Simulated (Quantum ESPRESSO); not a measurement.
## A series of single points on HfC

System: HfC (Fm-3m, 2 atoms in the cell).
Method: Kohn-Sham DFT of a periodic cell, r2SCAN, SG15 PBE 1.2, no spin polarisation (Quantum ESPRESSO 7.5).

The 7 runs differ only in the geometry, by an even scaling of the cell at fixed fractional positions. The structure derives from an entry of the Crystallography Open Database.

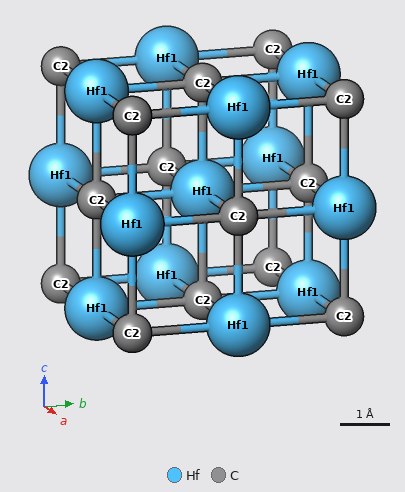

Figure 1. The structure of run 4 (ball-and-stick view of the cell 4 times as large as that of the calculation, set on its symmetry axes, seen slightly off an axis; atoms are numbered from 1 in the order of the input).

**Input of run 4**
```
&CONTROL
  calculation = 'scf'
  prefix = 'pwscf'
  outdir = './tmp'
  pseudo_dir = './pseudo'
  tprnfor = .true.
  tstress = .true.
  disk_io = 'nowf'
/
&SYSTEM
  ibrav = 0
  nat = 2
  ntyp = 2
  ecutwfc = 88
  nbnd = 22
  input_dft = 'r2scan'
  occupations = 'smearing'
  smearing = 'fd'
  degauss = 0.00367493
  nosym = .true.
  nr1 = 40
  nr2 = 40
  nr3 = 40
/
&ELECTRONS
  conv_thr = 1d-08
  electron_maxstep = 120
  mixing_beta = 0.5
/
ATOMIC_SPECIES
Hf   178.4900 Hf_ONCV_PBE-1.2.upf
C     12.0110 C_ONCV_PBE-1.2.upf
CELL_PARAMETERS angstrom
   0.0000000000    2.3250000000    2.3250000000
   2.3250000000    0.0000000000    2.3250000000
   2.3250000000    2.3250000000    0.0000000000
ATOMIC_POSITIONS crystal
Hf     0.5000000000    0.5000000000    0.5000000000
C      0.0000000000    0.0000000000    0.0000000000
K_POINTS automatic
8 8 8 0 0 0
```

Command:
```bash
OMP_NUM_THREADS=1 mpirun -n 2 pw.x -nk 2 -in pw.in > pw.out
```

Run 6 differs from it as follows:
```diff
-   0.0000000000    2.3250000000    2.3250000000
-   2.3250000000    0.0000000000    2.3250000000
-   2.3250000000    2.3250000000    0.0000000000
+   0.0000000000    2.3555956139    2.3555956139
+   2.3555956139    0.0000000000    2.3555956139
+   2.3555956139    2.3555956139    0.0000000000
```

**Results, with one run withheld**

| run | volume per atom (Å³) | free energy per atom, from the lowest run given (meV) | pressure (GPa) |
| --- | --- | --- | --- |
| 1 | 11.814 | 3.13 | 4.75 |
| 2 | 12.065 | 0.00 | −0.74 |
| 3 | 12.317 | 5.05 | −5.70 |
| 4 | 12.568 | 17.48 | −10.16 |
| 5 | 12.819 | 36.56 | −14.19 |
| 6 | 13.071 | ? | ? |
| 7 | 13.322 | 92.20 | −21.12 |

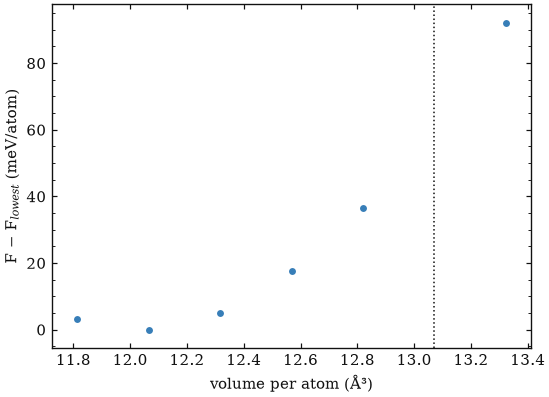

Figure 2. Free energy per atom of the runs given; the dotted line marks run 6.

What should run 6 give?

A cubic polynomial in V^(−2/3) (the Birch–Murnaghan form), fitted to the 6 runs given, misses them by at most 0.01 meV per atom. With x = V^(−2/3) − 0.18598 Å⁻², it reads F = 11.705 − 5275.2 x + 5.9031e+05 x² − 12658 x³ (meV per atom). At run 6 it gives 61.72 meV per atom, and the run itself gives 61.65. The slope of the fit gives a pressure −dF/dV of −17.79 GPa there, and the run prints −17.82 GPa. The fit has its minimum at 12.032 Å³ per atom, where V d²F/dV² gives 253 GPa: the bulk modulus at this level, since symmetry fixes the shape and the positions.

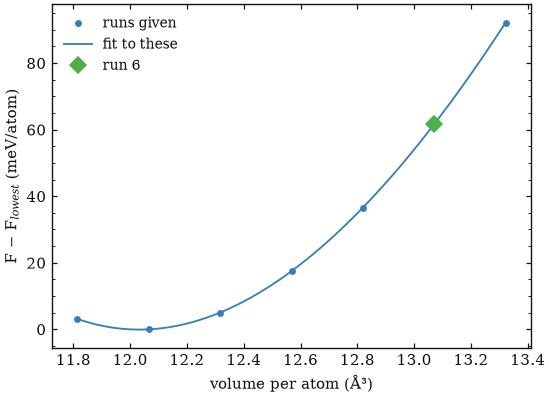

Figure 3. The fit and the withheld run.

**Some lines of the output (run 6)**
```
[...]
     total energy              =    -457.62682323 Ry
     total energy              =    -457.59805206 Ry
     total energy              =    -457.72976414 Ry
     total energy              =    -457.73105629 Ry
     total energy              =    -457.73104865 Ry
     total energy              =    -457.73107551 Ry
     total energy              =    -457.73107665 Ry
     total energy              =    -457.73107683 Ry
     total energy              =    -457.73107686 Ry
     the Fermi energy is    22.4816 ev
!    total energy              =    -457.73107686 Ry
     The total energy is F=E-TS. E is the sum of the following terms:
     Computing stress (Cartesian axis) and pressure
          total   stress  (Ry/bohr**3)                   (kbar)     P=     -178.19
```

Notes: Further notes kept with the run: potentials made for another functional. Notes on the run: SCF correction compared to forces is large. Points of doubt noted for this run: potentials made for another functional. Spin–orbit coupling is left out, which matters for Hf.
